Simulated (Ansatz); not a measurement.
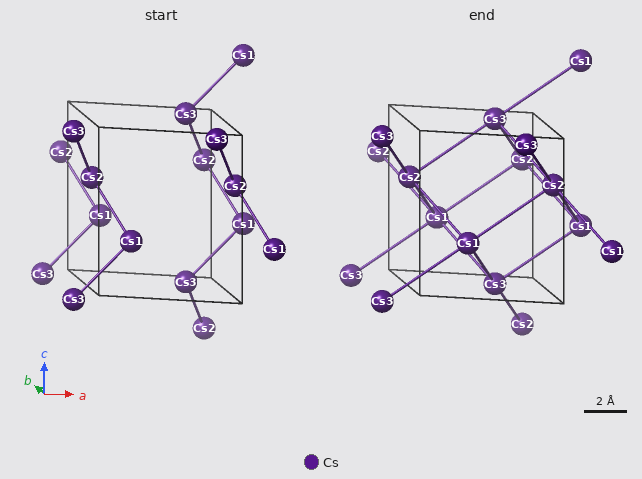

The structure of crystalline Cs (built on the trigonal selenium_152 type) (coarse preliminary run) before (left) and after (right) a relaxation, at one scale.

The picture is a ball-and-stick view of the cell of the calculation, seen slightly off an axis.

Case: trigonal selenium type (P3_121, No. 152).

Level of theory: DFT PBE, scalar-relativistic, plane waves, PAW in Ansatz 0.2.0.

Input file:
```yaml
crystal:
  lattice:
    - [7.2647804298, 0.0, 0.0]
    - [-3.632390215, 6.2914844052, 0.0]
    - [0.0, 0.0, 8.2421365851]
  atoms:
    - { symbol: Cs, position: [0.2254, 0.0, 0.3333333333] }
    - { symbol: Cs, position: [0.0, 0.2254, 0.6666666667] }
    - { symbol: Cs, position: [0.7746, 0.7746, 0.0] }
basis:
  ecutwfc: 420
kpoints:
  mp_grid: { grid: [3, 3, 2] }
hamiltonian:
  xc: pbe
scf:
  occupations: { method: gaussian, width: 0.1 }
  lower_state_search: "off"
output:
  forces: true
  stress: true
  eigenvalues: true
relax:
  adjacent_minimum: "off"
  f_tol: 0.04
  max_steps: 70
  cell: { stress_tol: 0.4 }
```

Describe what moved and what it gained.

The largest moves relative to the cell, 0.80 Å, are those of Cs1, Cs2 and Cs3. Cs1 goes along +a. The drawn cell changes as follows: a = b 7.265 → 7.301 Å (+0.5 %), c 8.242 → 8.079 Å (−2.0 %); the volume changes by −1.0 %. Near-neighbour distances that change, for instance: Cs1–Cs2 3.949 → 5.015 Å, Cs1–Cs2 (another image) 5.717 → 4.996 Å. Among the angles between lasting bonds that change: Cs2–Cs1–Cs3 103.1° → 86.1°. The space group stays P3_121 (No. 152). After 5 accepted moves (6 points after the start) the energy has fallen by 210 meV per atom. The largest force component goes from 0.62 to 0.0041 eV/Å. Pressure: 0.29 GPa at the start and 0.01 GPa at the end. The SCF was repeated once at an unchanged geometry on a basis and grid sized afresh for the cell, which shifted the energy by less than 0.05 meV per atom at most.

Limits of the set-up: the k-point mesh is coarse for a cell with partly filled bands.
